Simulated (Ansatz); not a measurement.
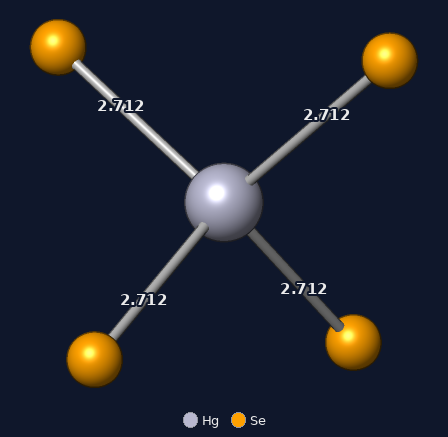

The surroundings of site Hg1 (at 0.000, 0.000, 0.000) in HgSe (F-43m), with bond lengths in Å.

Source of the atomic positions: the end point of a relaxation with DFT, PBE, plane waves, PAW in Ansatz.

```yaml
crystal:
  lattice:
    - [6.26234, 0.00000, 0.00000]
    - [0.00000, 6.26234, 0.00000]
    - [0.00000, 0.00000, 6.26234]
  atoms:
    - { symbol: Hg, position: [0.00000, 0.00000, 0.00000] }
    - { symbol: Se, position: [0.25000, 0.25000, 0.75000] }
    - { symbol: Hg, position: [0.00000, 0.50000, 0.50000] }
    - { symbol: Se, position: [0.25000, 0.75000, 0.25000] }
    - { symbol: Hg, position: [0.50000, 0.00000, 0.50000] }
    - { symbol: Se, position: [0.75000, 0.25000, 0.25000] }
    - { symbol: Hg, position: [0.50000, 0.50000, 0.00000] }
    - { symbol: Se, position: [0.75000, 0.75000, 0.75000] }
```

Bond valence s = exp((R0 − d)/b), R0 fitted to published crystal structures with b = 0.37 Å; R0 in Å: Hg2+–Se 2.397.

Calculate the bond-valence sum of Hg1 from the bonds drawn.

4 × 0.427 = 1.71 v.u., against a formal valence of 2: underbonded (bonds long for this ion) by 0.29.

And over the whole structure?

| site | x, y, z | formal valence | bond-valence sum | difference |
| --- | --- | --- | --- | --- |
| Hg1 | 0.000, 0.000, 0.000 | +2 | 1.71 | -0.29 |
| Se1 | 0.250, 0.250, 0.750 | −2 | 1.71 | -0.29 |

These sums include all anions within 5 Å. The global instability index (root mean square of the differences over all atoms) is 0.29 v.u.: above 0.2, which by the usual rule of thumb marks a strained structure. Cells relaxed with PBE tend to have slightly long bonds, which lowers the sums.
